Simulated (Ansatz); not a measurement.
## Electronic structure of SrTiO$_{3}$ in real space

```
Sr Ti O
1.0
     3.93644    0.00000    0.00000
     0.00000    3.93644    0.00000
     0.00000    0.00000    3.93644
Sr Ti O
1 1 3
Cartesian
  0.0000 0.0000 0.0000
  1.9682 1.9682 1.9682
  1.9682 0.0000 1.9682
  1.9682 1.9682 0.0000
  0.0000 1.9682 1.9682
```

Space group Pm-3m; a structure from a database of computed crystals, not necessarily the ambient phase; computed without spin polarisation.

These are results of Ansatz 0.2.0, DFT PBE, scalar-relativistic, plane waves, PAW, not measurements.

In a PAW calculation such maps are meaningful between the atoms, not at the nuclei.

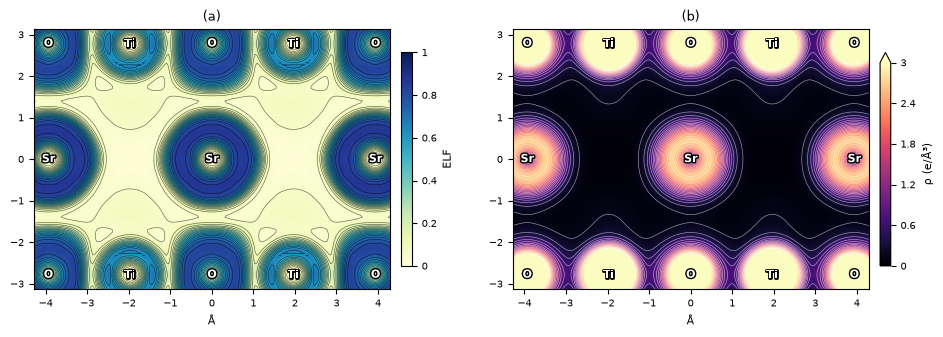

Figure 1. (a) electron localisation function; (b) valence electron density on the (110) plane of the conventional cell.

> Describe what can be read from this map.

The section cuts through Sr, Ti and O sites. Ti–O (1.97 Å): ρ is about 0.68 e/Å³ halfway; the ELF peaks at about 0.85 in the valence shell of O, 0.6 Å from its nucleus, and is about 0.20 at the midpoint: no shared electron pair shows on this line. Sr–O (2.78 Å): the density is about 0.14 e/Å³ at the midpoint; the ELF is about 0.05 at the midpoint: a largely ionic contact. Between the atoms the lowest density in this plane is 0.03 e/Å³. The features right at Sr and Ti lie inside the PAW spheres, where the map follows smoothed inner orbitals and isn't to be read closely.

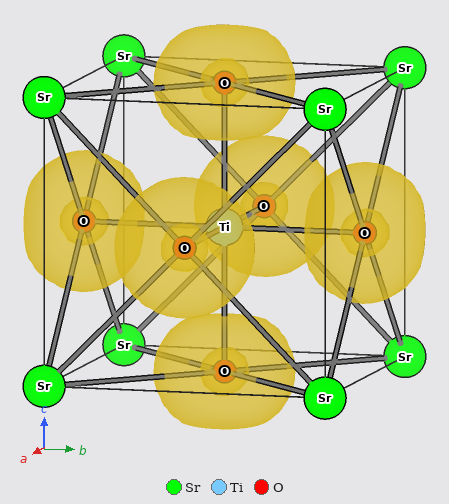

Figure 2. Isosurface of the ELF at 0.65 (yellow), seen slightly off an axis. Only the valence region is drawn (cores and ρ < 0.01 e/Å³ removed). Sticks mark near contacts.

> What do the ELF domains correspond to?

The ELF exceeds this value in three regions wrapped around O (the valence shell of each), counted in one cell of 5 atoms. Regions shared between cells count once.

> Does the calculation make it a metal, or give it a gap?

It is gapped, with a Kohn–Sham gap of 1.8 eV on the k-point mesh (the band edges may lie off the mesh, which would make the gap smaller).
